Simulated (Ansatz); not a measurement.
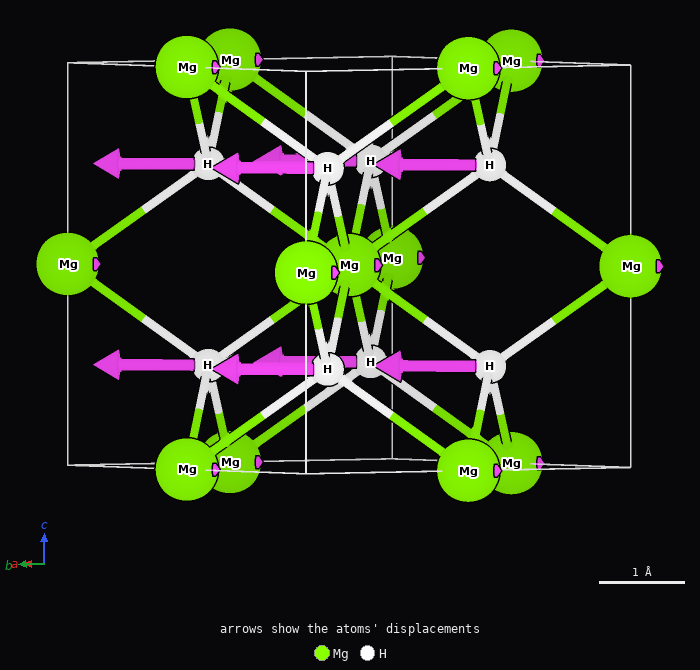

Lattice vibrations of crystalline MgH$_{2}$ (a generated structure), space group Fm-3m (No. 225), at the zone centre. The optical levels lie at 666 (×2), 667, 1120 (×3) cm⁻¹. One mode is drawn. The pink arrows are the displacements of the atoms (eigenvector over the root of the mass), of arbitrary overall length and sign. A ball-and-stick model of the conventional cell (4 times the calculation's cell), seen from a free direction. Lengths and directions refer to the drawn axes.

The calculation used Ansatz, DFT PBE, scalar-relativistic, plane waves, PAW. Settings: plane-wave cutoff 420 eV; k-point mesh 20 × 20 × 20; occupations fermi dirac; smearing width 0.15 eV; no spin polarisation.

The frequencies depend somewhat on the k-mesh and the smearing.

To which level does it belong?

The level at 666 cm⁻¹. This is a doubly degenerate mode (one member of the set is drawn), the lowest optical level. The H sublattice moves against the Mg sublattice, along [1 1 0]; it stretches the shortest H–Mg bonds (2.06 Å); the kinetic energy is shared as H 92 %, Mg 8 %.
